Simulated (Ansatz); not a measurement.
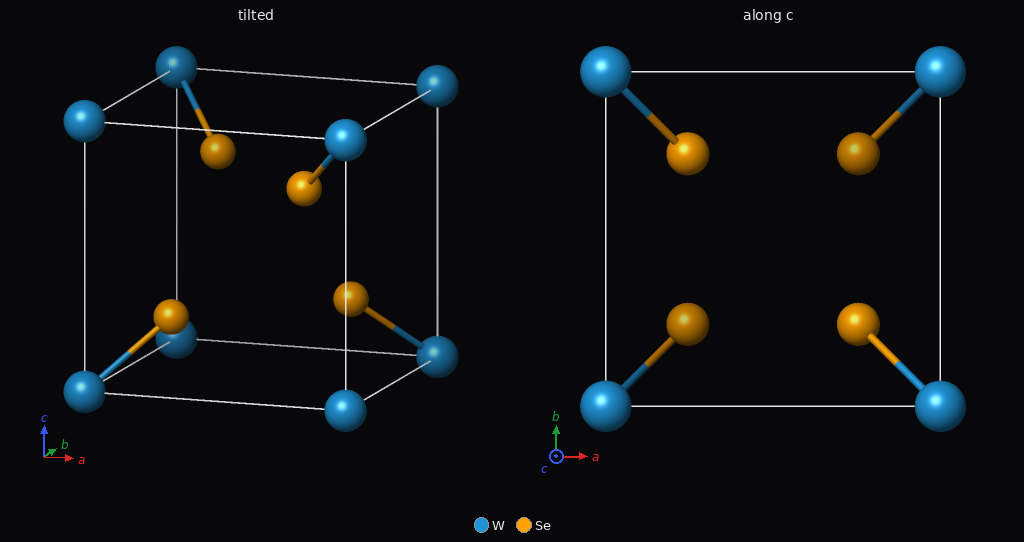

Crystal structure, ball-and-stick style, seen slightly off an axis and along the c axis. The edges of the conventional unit cell are marked. Cell: a = 5.46 Å, b = 5.46 Å, c = 5.46 Å, α = 90.00°, β = 90.00°, γ = 90.00°.

The structure was taken from a structure type filled with these elements by a generator (whether the compound takes this form wasn't checked). Earlier steps of the study may have refined or changed the cell and positions. Ansatz was used for an electronic-structure calculation on it.

In words:

Answer. The stoichiometry is WSe4. It belongs to space group P-43m (No. 215) and has a primitive cubic lattice. Content of the cell: 1 W, 4 Se (Z = 1). The neighbours of W are four Se in a tetrahedral arrangement at about 2.3 Å. The coordination shell of Se holds one W at about 2.3 Å. The bonds build separate WSe4 groups.

Computational set-up: Ansatz, DFT PBE, scalar-relativistic, plane waves, PAW, an energy cutoff of 420 eV, an 8×8×8 k-point grid, Gaussian smearing of 0.1 eV, no spin polarisation.

Is it conducting or gapped at this level?

Answer. A metal: bands cross the Fermi level.

List the Bader charges.

Answer. W +1.35 e; Se -0.34 e.

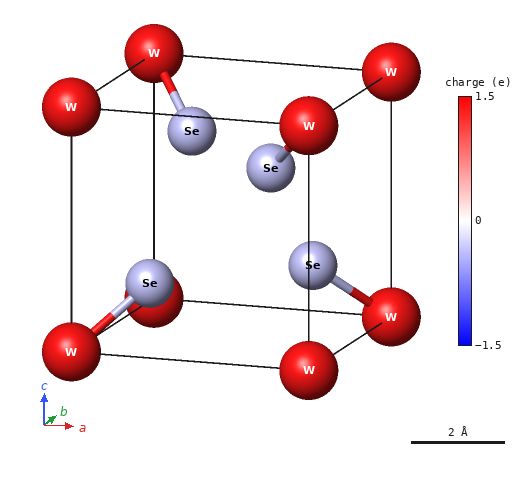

The atoms coloured by those charges. The run's cell of 5 atoms is drawn.

Does this geometry sit at a stationary point of the energy?

Answer. Yes. The largest force is 0.02 eV/Å. The pressure is 0.0 GPa, close to zero.
